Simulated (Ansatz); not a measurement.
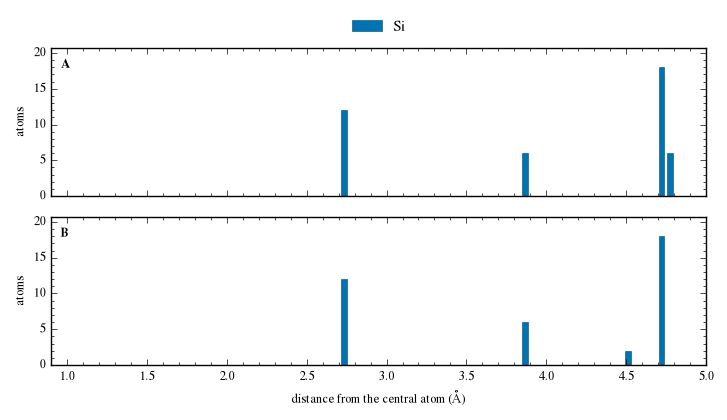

Neighbour shells computed from the structure of Si: each bar gives the number of atoms of one element at one distance (within 0.03 Å) from a central atom. Structure used: coordinates from a relaxation with DFT, PBE, plane waves (420 eV) with PAW, scalar-relativistic in Ansatz; the starting structure was generated, so it need not be a known form of this composition.

```
a = 2.719 Å, b = 2.719 Å, c = 9.020 Å, α = 90.00°, β = 90.00°, γ = 120.00°
Si1  0.0000  0.0000  0.0000
Si2  0.0000  0.0000  0.5000
Si3  0.3333  0.6667  0.2500
Si4  0.6667  0.3333  0.7500
```

> Which atom of the list is the centre of each panel?

panel A: Si3 (or an equivalent site: Si4); panel B: Si1 (or an equivalent site: Si2).

> Read off the nearest shells (six at most) of each panel.

Panel A: 12 Si at 2.73 Å, 6 Si at 3.87 Å, 18 Si at 4.72 Å, 6 Si at 4.78 Å
Panel B: 12 Si at 2.73 Å, 6 Si at 3.87 Å, 2 Si at 4.51 Å, 18 Si at 4.72 Å
